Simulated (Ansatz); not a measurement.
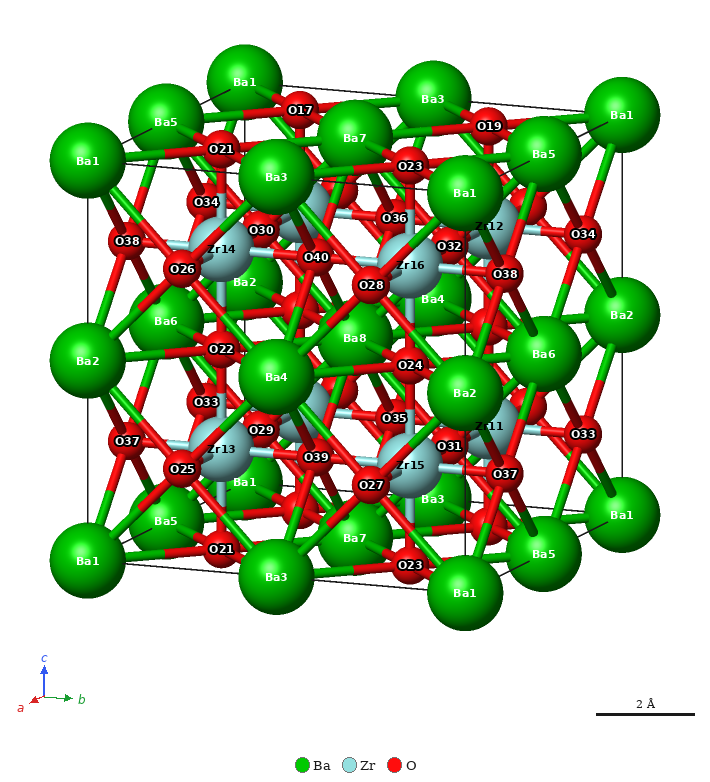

Figure 1. The input geometry of run 1 (ball-and-stick view of the cell of the calculation, seen slightly off an axis; atoms are numbered from 1 in the order of the input).

# Two runs on Ba$_{8}$Zr$_{8}$O$_{24}$

System: Ba$_{8}$Zr$_{8}$O$_{24}$ (Pm-3m, 40 atoms in the cell).
Method of run 1: DFT, HSE06, PAW, plane waves (Ansatz 0.2.0).

The structure was built on a prototype by a generator; it need not be a known phase. Text and figures count atoms from 1; the logs count them from 0 in places.

Input, run 1:
```yaml
crystal:
  lattice:
    - [8.361961, 0.000000, 0.000000]
    - [0.000000, 8.361961, 0.000000]
    - [0.000000, 0.000000, 8.361961]
  atoms:
    - { symbol: Ba, position: [0.000000, 0.000000, 0.000000] }
    - { symbol: Ba, position: [0.000000, 0.000000, 0.500000] }
    - { symbol: Ba, position: [0.000000, 0.500000, 0.000000] }
    - { symbol: Ba, position: [0.000000, 0.500000, 0.500000] }
    - { symbol: Ba, position: [0.500000, 0.000000, 0.000000] }
    - { symbol: Ba, position: [0.500000, 0.000000, 0.500000] }
    - { symbol: Ba, position: [0.500000, 0.500000, 0.000000] }
    - { symbol: Ba, position: [0.500000, 0.500000, 0.500000] }
    - { symbol: Zr, position: [0.250000, 0.250000, 0.250000] }
    - { symbol: Zr, position: [0.250000, 0.250000, 0.750000] }
    - { symbol: Zr, position: [0.250000, 0.750000, 0.250000] }
    - { symbol: Zr, position: [0.250000, 0.750000, 0.750000] }
    - { symbol: Zr, position: [0.750000, 0.250000, 0.250000] }
    - { symbol: Zr, position: [0.750000, 0.250000, 0.750000] }
    - { symbol: Zr, position: [0.750000, 0.750000, 0.250000] }
    - { symbol: Zr, position: [0.750000, 0.750000, 0.750000] }
    - { symbol: O, position: [0.250000, 0.250000, 0.000000] }
    - { symbol: O, position: [0.250000, 0.250000, 0.500000] }
    - { symbol: O, position: [0.250000, 0.750000, 0.000000] }
    - { symbol: O, position: [0.250000, 0.750000, 0.500000] }
    - { symbol: O, position: [0.750000, 0.250000, 0.000000] }
    - { symbol: O, position: [0.750000, 0.250000, 0.500000] }
    - { symbol: O, position: [0.750000, 0.750000, 0.000000] }
    - { symbol: O, position: [0.750000, 0.750000, 0.500000] }
    - { symbol: O, position: [0.000000, 0.250000, 0.250000] }
    - { symbol: O, position: [0.000000, 0.250000, 0.750000] }
    - { symbol: O, position: [0.000000, 0.750000, 0.250000] }
    - { symbol: O, position: [0.000000, 0.750000, 0.750000] }
    - { symbol: O, position: [0.500000, 0.250000, 0.250000] }
    - { symbol: O, position: [0.500000, 0.250000, 0.750000] }
    - { symbol: O, position: [0.500000, 0.750000, 0.250000] }
    - { symbol: O, position: [0.500000, 0.750000, 0.750000] }
    - { symbol: O, position: [0.250000, 0.000000, 0.250000] }
    - { symbol: O, position: [0.250000, 0.000000, 0.750000] }
    - { symbol: O, position: [0.250000, 0.500000, 0.250000] }
    - { symbol: O, position: [0.250000, 0.500000, 0.750000] }
    - { symbol: O, position: [0.750000, 0.000000, 0.250000] }
    - { symbol: O, position: [0.750000, 0.000000, 0.750000] }
    - { symbol: O, position: [0.750000, 0.500000, 0.250000] }
    - { symbol: O, position: [0.750000, 0.500000, 0.750000] }
  symmetry: { detect: false }
kpoints:
  mp_grid: { grid: [1, 1, 1], shift: [0.25, 0.25, 0.25] }
hamiltonian:
  xc: hse06
scf:
  occupations: { method: fermi_dirac, width: 0.01 }
output:
  forces: true
  eigenvalues: true
  populations: true
  eigenstates: { kpoints: [[0.25, 0.25, 0.25]], e_range: [-6.0, 6.0], localisation: true }
```

Hardware: 7 CPU threads, shared host.

Output, shortened to warnings, some set-up lines, iterations and results (run 1):
```
Basis set: ecut = 420 eV, 11459 PW (Γ), exchange–correlation on 120×120×120 points (8 copies of the dense FFT grid, shifted against one another)
Symmetry: 1 space group operations
k-points: 1
Initial density: superposition of atomic densities (neutral atoms: chi_scale 0, normalization atom), corrected by the library's trained network
[...]
SCF iter   1: F=—  HF=-94757.310151 eV  |F-HF|=—  |Δ(HF+E_count)|=         —  Δρ=1.62e-3  dr2=6.34e-3  ethr=1.77e-3  ⟨swp⟩=12.0  Hψ=1040  notcnv=0
SCF iter   2: F=-94757.321039 eV  HF=-94757.320153 eV  |F-HF|=8.86e-4  |Δ(HF+E_count)|=   1.00e-2  Δρ=6.80e-4  dr2=8.92e-4  ethr=1.98e-6  ⟨swp⟩=10.0  Hψ=887  notcnv=0  …
SCF 1 stopped early in 2 iterations: F = -94757.321039 eV  dr2 = 8.92e-4
SCF iter   1: F=—  HF=-94812.238946 eV  |F-HF|=—  |Δ(HF+E_count)|=         —  Δρ=1.06e-2  dr2=1.06e0  ethr=2.79e-6  ⟨swp⟩=10.0  Hψ=1106  notcnv=0
SCF iter   2: F=—  HF=-94811.960767 eV  |F-HF|=—  |Δ(HF+E_count)|=   2.78e-1  Δρ=8.82e-3  dr2=3.29e-1  ethr=2.79e-6  ⟨swp⟩=6.0  Hψ=968  notcnv=0
[... 9 lines ...]
SCF iter   3: F=—  HF=-94812.036252 eV  |F-HF|=—  |Δ(HF+E_count)|=   2.47e-6  Δρ=9.45e-6  dr2=4.70e-7  ethr=1.21e-10  ⟨swp⟩=6.0  Hψ=685  notcnv=0
SCF iter   4: F=—  HF=-94812.036252 eV  |F-HF|=—  |Δ(HF+E_count)|=   9.26e-9  Δρ=9.53e-6  dr2=5.25e-7  ethr=1.21e-10  ⟨swp⟩=4.0  Hψ=520  notcnv=0
SCF iter   5: F=—  HF=-94812.036252 eV  |F-HF|=—  |Δ(HF+E_count)|=   1.14e-7  Δρ=4.45e-6  dr2=1.15e-7  ethr=1.21e-10  ⟨swp⟩=3.0  Hψ=384  notcnv=0
SCF iter   6: F=-94812.036252 eV  HF=-94812.036252 eV  |F-HF|=4.31e-9  |Δ(HF+E_count)|=   2.35e-8  Δρ=9.58e-7  dr2=8.37e-9  ethr=3.47e-11  ⟨swp⟩=4.0  Hψ=455  notcnv=0
SCF 3 converged in 6 iterations: F = -94812.036252 eV  dr2 = 8.37e-9
  Residual-converged pass: ⟨swp⟩=3.0  Hψ=512  notcnv=0  max |occ|·‖R‖ = 1.5e-6 eV (tolerance 2.0e-6 eV)  dr2=7.90e-9  dr2_onsite=2.61e-10  max |Δocc| = 0.0e0
hybrid outer 2: dexx = +2.509e-6 eV, tail = 3.37e-8 eV, Δε = 1.21e-3 eV (about 2.13e-5 eV left of the loop's levels), ΔF = 2.69e-3 eV/Å (tail 4.43e-4)
NSCF: frozen V_eff on 1 k-points
hybrid SCF converged: 2 outer / 14 inner (+2 warm-up), last move |dexx| = 2.51e-6 eV, tail = 3.37e-8 eV
Stability not checked: this state was not tested for a lower state beside it, because the functional holds exact exchange (a hybrid, or Hartree-Fock), whose exchange loop this test does not read (fock_operator; see scf.lower_state_search)
Free energy (F): -94812.036252 eV
Harris-Foulkes:  -94812.036252 eV  (|F-HF|=4.31e-9)
Internal energy: -94812.036252 eV  (E = F + TS)
E sigma→0 (E₀):  -94812.036252 eV
Fermi energy:    11.517207 eV
--- Per-component energies (eV) ---
  E_band       = -1275.899695
  E_kinetic    = 8295.338830
  E_local      = -15419.207010  (includes V_loc(G=0)·N_el)
  E_nonlocal   = 2166.538986
  E_hartree    = 5479.702717
  E_xc         = -3573.444442
  E_vxc        = -3929.396600  (∫ρ·V_xc dr)
  E_exx        = -874.930732  (= α·E_x^exact, valence–valence)
  E_paw        = -69277.502459  (= ΣΔE_a)
  E_vpaw       = -1598.776455  (= ΣTr[D̂ρ^β])
  E_aug_tail   = 0.058660  (compensation charges beyond the density's cutoff)
  E_ewald      = -21603.612359
  E_core_change = -4.978449  (= ΣΔE_core)
  E_smearing   = -0.000000  (= −TS)
  E_closure    = 0.000006  (closes the sum)
  Σ components = -94812.036252   (vs F -94812.036252, Δ=0.00e0)
--- Forces (eV/Å), atoms counted from 1 ---
  atom   1  Ba    -0.00002666     0.00001588    -0.00000643
  atom   2  Ba     0.00001942    -0.00003136     0.00000908
  atom   3  Ba    -0.00001576    -0.00001527    -0.00001186
  atom   4  Ba     0.00002358     0.00002670     0.00000507
  atom   5  Ba     0.00001910     0.00001602     0.00000074
  atom   6  Ba    -0.00001012    -0.00002008    -0.00000019
  atom   7  Ba     0.00001341    -0.00001630     0.00000073
  atom   8  Ba    -0.00002206     0.00002044    -0.00000376
  atom   9  Zr     0.00000300    -0.00001203    -0.00004590
  atom  10  Zr    -0.00000872    -0.00002009     0.00004454
  atom  11  Zr     0.00000893     0.00001238     0.00000719
  atom  12  Zr    -0.00001338     0.00001957    -0.00001022
  atom  13  Zr    -0.00001301    -0.00002885    -0.00009698
  atom  14  Zr     0.00000614    -0.00002746     0.00011193
  atom  15  Zr    -0.00000601     0.00002368    -0.00003577
  atom  16  Zr     0.00001454     0.00002897     0.00004163
  atom  17  O      0.00002805     0.00002479    -0.00000262
  atom  18  O      0.00002526     0.00001843    -0.00000118
[...]
```

Run 2 used a changed input.

The two runs side by side:

| quantity | run 1 | run 2 |
| --- | --- | --- |
| outcome | converged | converged |
| free energy per atom (eV) | −2370.3009 | −2375.0842 |
| largest force (eV/Å) | 0.000 | 0.000 |
| SCF iterations | 16 | 8 |
| irreducible k-points | 1 | 1 |
| plane waves at Γ | 11459 | 14795 |
| wall time (shared host) | 2.2 min | 24 s |

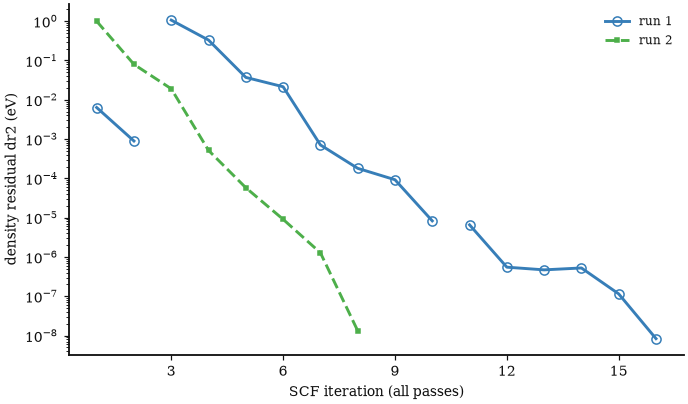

Figure 2. Convergence of the two runs: density residual dr2 against the SCF iteration. A break in a curve parts two SCF passes. Run 1 takes 16 iterations in all, and run 2 takes 8.

What was changed in the input?

The change (lines with − go, lines with + come):
```diff
-  xc: hse06
+  xc: r2scan
```

The total energies belong to different methods, so their difference says nothing on which is more stable or more accurate. The functional changes from HSE06 to r2SCAN. The SCF takes 8 iterations against 16. The default cutoff goes from 420 to 500 eV with the change. The plane waves at Γ go from 11459 to 14795.

Output, shortened to warnings, some set-up lines, iterations and results (run 2):
```
Basis set: ecut = 500 eV, 14795 PW (Γ), exchange–correlation on 256×256×256 points (64 copies of the dense FFT grid, shifted against one another)
Symmetry: 1 space group operations
k-points: 1
Initial density: superposition of atomic densities (neutral atoms: chi_scale 0, normalization atom), corrected by the library's trained network
[...]
SCF iter   1: F=—  HF=-95002.452982 eV  |F-HF|=—  |Δ(HF+E_count)|=         —  Δρ=1.15e-2  dr2=9.94e-1  dr2_τ=1.87e0  ethr=1.77e-3  ⟨swp⟩=7.0  Hψ=835  notcnv=0  defer=7
SCF iter   2: F=—  HF=-95003.382973 eV  |F-HF|=—  |Δ(HF+E_count)|=   9.30e-1  Δρ=5.57e-3  dr2=7.94e-2  dr2_τ=3.79e-2  ethr=3.11e-4  ⟨swp⟩=3.0  Hψ=358  notcnv=0  defer=34
SCF iter   3: F=—  HF=-95003.372001 eV  |F-HF|=—  |Δ(HF+E_count)|=   1.10e-2  Δρ=2.25e-3  dr2=1.90e-2  dr2_τ=2.04e-3  ethr=2.48e-5  ⟨swp⟩=2.0  Hψ=332  notcnv=0  defer=34
SCF iter   4: F=—  HF=-95003.368795 eV  |F-HF|=—  |Δ(HF+E_count)|=   3.21e-3  Δρ=4.05e-4  dr2=5.14e-4  dr2_τ=1.02e-4  ethr=5.94e-6  ⟨swp⟩=2.0  Hψ=296  notcnv=0  defer=34
SCF iter   5: F=—  HF=-95003.368963 eV  |F-HF|=—  |Δ(HF+E_count)|=   1.68e-4  Δρ=1.00e-4  dr2=5.78e-5  dr2_τ=4.00e-6  ethr=1.61e-7  ⟨swp⟩=2.0  Hψ=293  notcnv=0  defer=34
SCF iter   6: F=—  HF=-95003.369968 eV  |F-HF|=—  |Δ(HF+E_count)|=   1.00e-3  Δρ=4.43e-5  dr2=9.08e-6  dr2_τ=1.28e-6  ethr=1.81e-8  ⟨swp⟩=2.0  Hψ=285  notcnv=0  defer=34
SCF iter   7: F=—  HF=-95003.369966 eV  |F-HF|=—  |Δ(HF+E_count)|=   1.49e-6  Δρ=1.37e-5  dr2=1.28e-6  dr2_τ=1.03e-7  ethr=2.84e-9  ⟨swp⟩=2.0  Hψ=286  notcnv=0  defer=34
SCF iter   8: F=-95003.369966 eV  HF=-95003.369966 eV  |F-HF|=1.00e-9  |Δ(HF+E_count)|=   2.68e-7  Δρ=1.51e-6  dr2=1.33e-8  dr2_τ=3.11e-9  ethr=3.13e-11  ⟨swp⟩=14.0  Hψ=1475  …
SCF 1 converged in 8 iterations: F = -95003.369966 eV  dr2 = 1.33e-8
NSCF: frozen V_eff on 1 k-points
SCF converged after 8 iterations
Free energy (F): -95003.369966 eV
Harris-Foulkes:  -95003.369966 eV  (|F-HF|=1.00e-9)
Internal energy: -95003.369966 eV  (E = F + TS)
E sigma→0 (E₀):  -95003.369966 eV
Fermi energy:    11.742730 eV
--- Per-component energies (eV) ---
  E_band       = -927.872910
  E_kinetic    = 8300.226423
  E_local      = -15456.989362  (includes V_loc(G=0)·N_el)
  E_nonlocal   = 2178.661855
  E_hartree    = 5496.676992
  E_xc         = -4310.380529
  E_vxc        = -5469.047039  (∫ρ·V_xc dr)
  E_paw        = -69606.456106  (= ΣΔE_a)
  E_vpaw       = -1796.389067  (= ΣTr[D̂ρ^β])
  E_aug_tail   = 0.024308  (compensation charges beyond the density's cutoff)
  E_vtau       = 322.283887  (kinetic-family band-sum trace: ∫τ·v_τ [+ j·A + Jᵃ·Aᵃ] dr)
  E_ewald      = -21603.612359
  E_core_change = -1.521188  (= ΣΔE_core)
  E_smearing   = -0.000000  (= −TS)
  E_closure    = -0.000000  (closes the sum)
  Σ components = -95003.369966   (vs F -95003.369966, Δ=0.00e0)
--- Forces (eV/Å), atoms counted from 1 ---
  atom   1  Ba     0.00000228    -0.00000160    -0.00000128
  atom   2  Ba     0.00000034    -0.00000349     0.00000114
  atom   3  Ba     0.00000044     0.00000163     0.00000287
  atom   4  Ba    -0.00000156     0.00000335    -0.00000301
  atom   5  Ba    -0.00000239     0.00000399    -0.00000274
  atom   6  Ba    -0.00000030     0.00000226     0.00000252
  atom   7  Ba    -0.00000044    -0.00000402     0.00000124
  atom   8  Ba     0.00000147    -0.00000223    -0.00000142
  atom   9  Zr     0.00000288    -0.00000058    -0.00000171
  atom  10  Zr     0.00000397    -0.00000323     0.00000184
  atom  11  Zr    -0.00000199     0.00000074     0.00000105
  atom  12  Zr    -0.00000033     0.00000350    -0.00000100
  atom  13  Zr    -0.00000288     0.00000140     0.00000137
  atom  14  Zr    -0.00000388    -0.00000229    -0.00000142
  atom  15  Zr     0.00000202    -0.00000112     0.00000117
  atom  16  Zr     0.00000033     0.00000238    -0.00000111
  atom  17  O     -0.00000004     0.00000017    -0.00000016
  atom  18  O     -0.00000012     0.00000021     0.00000000
  atom  19  O      0.00000016    -0.00000024     0.00000046
  atom  20  O     -0.00000003    -0.00000010    -0.00000058
  atom  21  O      0.00000022     0.00000019    -0.00000037
  atom  22  O      0.00000042     0.00000010     0.00000035
  atom  23  O      0.00000013    -0.00000009     0.00000017
  atom  24  O      0.00000019    -0.00000013    -0.00000035
  atom  25  O      0.00000034     0.00000011    -0.00000006
  atom  26  O      0.00000021     0.00000022     0.00000001
  atom  27  O      0.00000024    -0.00000006    -0.00000016
  atom  28  O      0.00000012    -0.00000020     0.00000004
[...]
```

For both runs: The k-point mesh is coarse for a cell of this size, so the results may not be converged.
